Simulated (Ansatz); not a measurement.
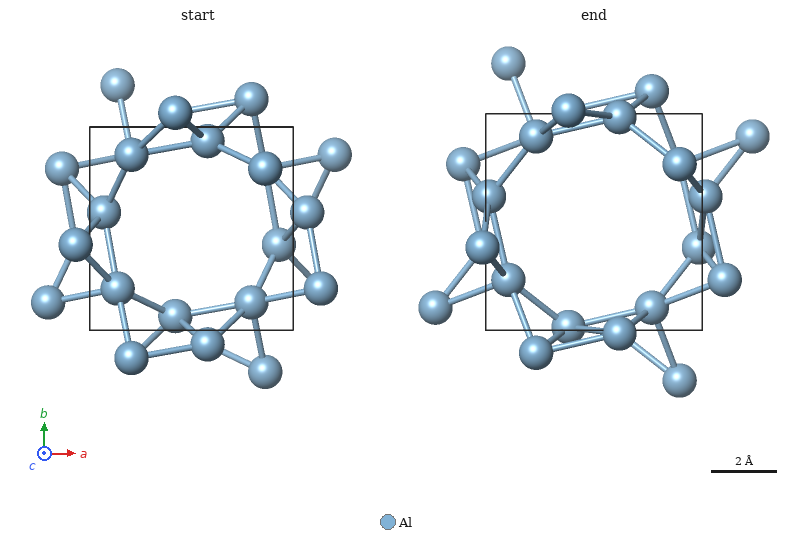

The structure of a crystal of Al (a generated structure, set up in P4_3) (coarse preliminary run) before (left) and after (right) a relaxation, at one scale.

Style: ball-and-stick. Shown: the cell of the calculation, along the c axis.

Method: Ansatz 0.2.0, DFT PBE, scalar-relativistic, plane waves, PAW.

Input file:
```yaml
crystal:
  lattice:
    - [6.32778068, 0.0, 0.0]
    - [0.0, 6.32778068, 0.0]
    - [0.0, 0.0, 4.27333037]
  atoms:
    - { symbol: Al, position: [0.93041244, 0.42062468, 0.16107471] }
    - { symbol: Al, position: [0.06958756, 0.57937532, 0.66107471] }
    - { symbol: Al, position: [0.57937532, 0.93041244, 0.91107471] }
    - { symbol: Al, position: [0.42062468, 0.06958756, 0.41107471] }
    - { symbol: Al, position: [0.13688511, 0.20499384, 0.77950188] }
    - { symbol: Al, position: [0.86311489, 0.79500616, 0.27950188] }
    - { symbol: Al, position: [0.79500616, 0.13688511, 0.52950188] }
    - { symbol: Al, position: [0.20499384, 0.86311489, 0.02950188] }
basis:
  ecutwfc: 420
kpoints:
  mp_grid: { grid: [4, 4, 4] }
hamiltonian:
  xc: pbe
scf:
  occupations: { method: gaussian, width: 0.1 }
  lower_state_search: "off"
output:
  forces: true
  stress: true
  eigenvalues: true
relax:
  adjacent_minimum: "off"
  f_tol: 0.04
  max_steps: 70
  cell: { stress_tol: 0.4 }
```

Launched with:
```bash
ansatz run input.yaml --threads 1 --pin off --max-ram 2560MiB --backend cpu --events-out ev --progress --plain --runs-dir out
```

> Summarise the run.

The largest moves relative to the cell, 0.52 Å, are those of Al1, Al2, Al3 and Al4. Al3 goes along [2 3 3]. The drawn cell changes as follows: a = b 6.328 → 6.736 Å (+6.4 %), c 4.273 → 4.631 Å (+8.4 %); the volume changes by +22.8 %. Near-neighbour distances that change, for instance: Al1–Al5 3.249 → 2.657 Å, Al1–Al2 2.520 → 2.813 Å, Al5–Al7 2.451 → 2.690 Å, Al1–Al6 2.460 → 2.662 Å. Bond angles that change, for instance: Al2–Al1–Al5 126.1° → 155.7°, Al2–Al5–Al4 108.7° → 134.2°, Al2–Al1–Al6 81.4° → 58.0°. The space group stays P4_3 (No. 78). The energy falls by 270 meV per atom in 7 accepted moves (8 points after the start). Largest force component: 0.85 eV/Å at the start, 0.026 eV/Å at the end. The pressure goes from 12.07 to 0.17 GPa. The SCF was repeated once at an unchanged geometry on a basis and grid sized afresh for the cell, which shifted the energy by 3.4 meV per atom at most. The run took 72 s on 1 thread of Arm Neoverse V1, with other jobs on the host, peak memory 0.37 GiB.
